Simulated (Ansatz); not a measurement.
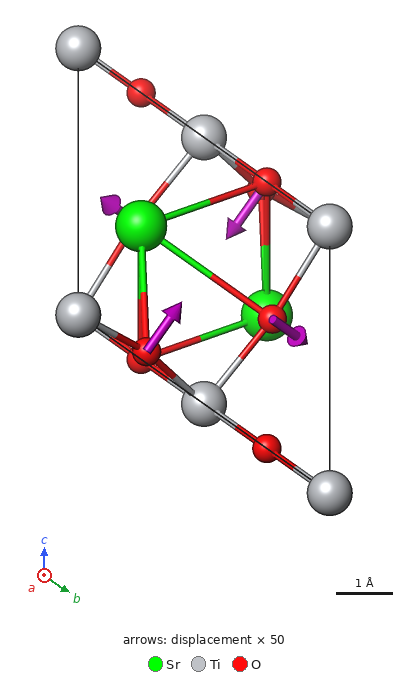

This is a relaxation of solid SrTiO3 (built on the database structure type). The starting structure is drawn; purple arrows show the displacements (the part carried along by the change of the cell is left out), magnified 50 times.

Style: ball-and-stick. Shown: the cell of the calculation, along the a axis.

All numbers below come from DFT, PBEsol, plane waves, PAW in Ansatz. Settings: plane-wave cutoff 420 eV; k-point mesh 6 × 6 × 6; occupations fermi dirac; smearing width 0.02 eV; no spin polarisation; cell and atoms relaxed; force threshold 0.005 eV/Å.

**What happened in the run?**

The energy falls by 8.1 meV per atom in 5 accepted moves (7 points after the start). Largest force component: 0.0061 eV/Å at the start, 0.00014 eV/Å at the end. Pressure: −6.02 GPa at the start and −0.01 GPa at the end. At 2 points the geometry stayed and the basis and grid were re-selected for the new cell (energy shift of 1.3 meV per atom at most each time). The largest moves relative to the cell, 0.022 Å, are those of O atoms. Sr and Ti stay in place. Cell: a = b = c 5.568 → 5.504 Å (−1.1 %). Volume −3.5 %. Among the contacts that change: O–Sr 2.666 → 2.621 Å, Sr–Ti 3.407 → 3.367 Å, O–Sr 2.778 → 2.744 Å, O–Ti 1.973 → 1.952 Å. The space group stays I4/mcm (No. 140). The run took 37 s on 2 threads of AMD EPYC 7R13 Processor (Zen 3), with other jobs on the host, peak memory 0.54 GiB.
